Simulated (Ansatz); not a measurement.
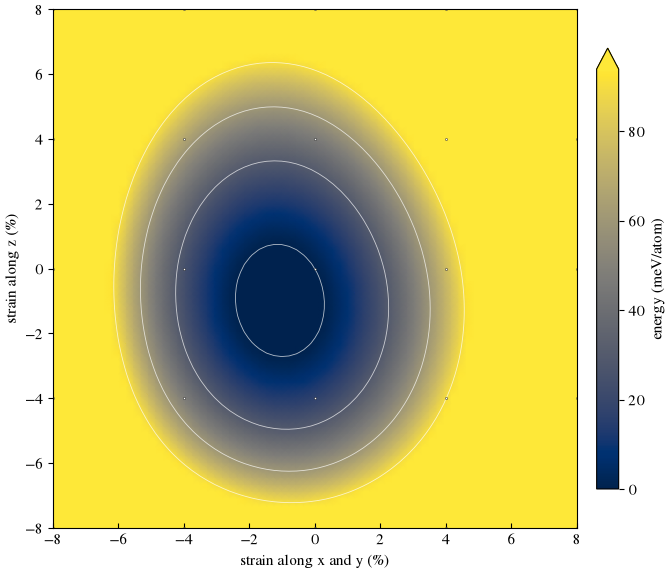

Al2O3 (P-3m1, No. 164; 5 atoms in the cell). The cell is strained homogeneously, by one strain along x and y and another along z, with fractional coordinates fixed (x along [1 0 0], z along [0 0 1] of the conventional cell). The first coordinate is: strain along x and y; the second: strain along z. The grid has 5 × 5 points. Energies: meV/atom, counted from the lowest grid point. The reference cell is the one listed in the database, not relaxed at this level. The calculation used DFT r2SCAN, scalar-relativistic, plane waves, PAW in Ansatz 0.2.0. Settings: cutoff 500 eV, k-mesh 12×12×4 in the order of the run's cell vectors, gaussian smearing 0.05 eV, no spin polarisation.

Drawn: a smooth colour map with a few white contour lines, dots at the grid points, one colour for all values above the top of the scale. Between grid points the surface is interpolated.

Estimate the clamped-ion elastic constants that this map fixes.

Answer. With the cell volume of 59.7 Å³, the curvatures of the interpolated surface at its minimum give C₁₁ + C₂₂ + 2C₁₂ ≈ 940 GPa, C₃₃ ≈ 580 GPa and C₁₃ + C₂₃ ≈ 39 GPa (clamped ions, Cartesian axes of the cell). A stretch of 1 % along z with free sides (kept equal in x and y) would change the in-plane lengths by about −0.04 %.
